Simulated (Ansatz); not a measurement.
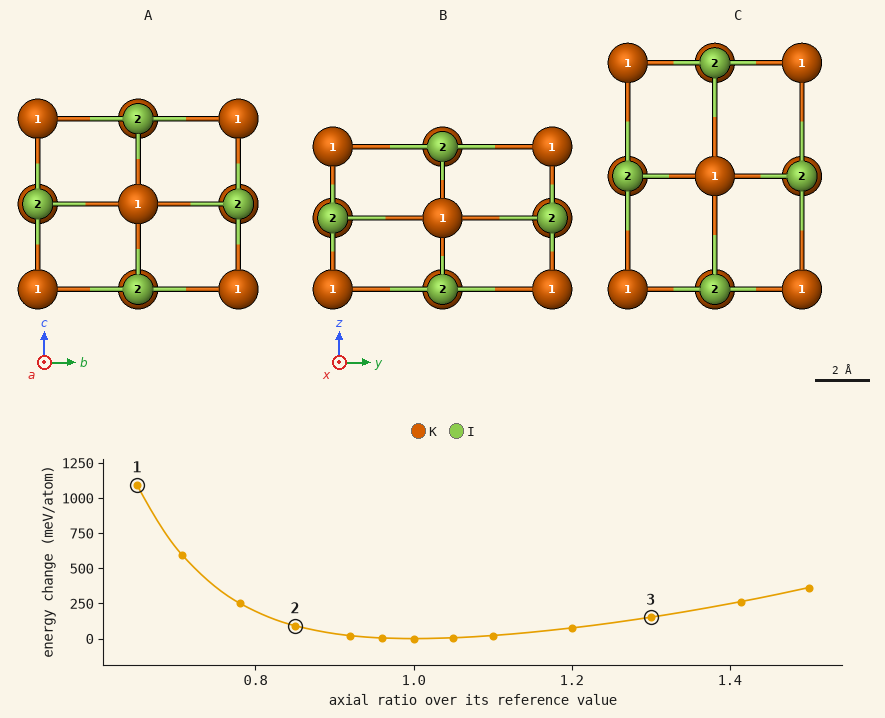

Solid KI (Fm-3m): the ratio of the cell's length along z to its lengths across, counted as 1 for the reference, is changed at fixed volume (a tetragonal or Bain path), with the atoms kept at their fractional coordinates. x, y and z are the Cartesian axes of the input. The frames are shuffled; the numbered points of the plot belong to them. A ball-and-stick model of the conventional cell (4 times the calculation's cell), seen along the a axis. Lengths and directions refer to the drawn axes.

Method: DFT r2SCAN, scalar-relativistic, plane waves, PAW in Ansatz. (plane-wave cutoff 500 eV; k-point mesh 6 × 6 × 6; occupations gaussian; smearing width 0.05 eV; no spin polarisation). Energies (free energies at the smearing named) are counted from the cell as listed in its source, which wasn't relaxed.

Match the frames to the points.

Point 1 is frame B (the relative ratio 0.65, 1095 meV/atom); 2 is frame A (the relative ratio 0.85, 92 meV/atom); 3 is frame C (the relative ratio 1.30, 152 meV/atom). The lowest computed point lies at the relative ratio 1.00 (0 meV/atom). The distortion takes the space group from Fm-3m to I4/mmm. At the relative ratio 1.50 the cell of the drawing goes a 7.049 → 6.158 Å, b 7.049 → 6.158 Å, c 7.049 → 9.237 Å.
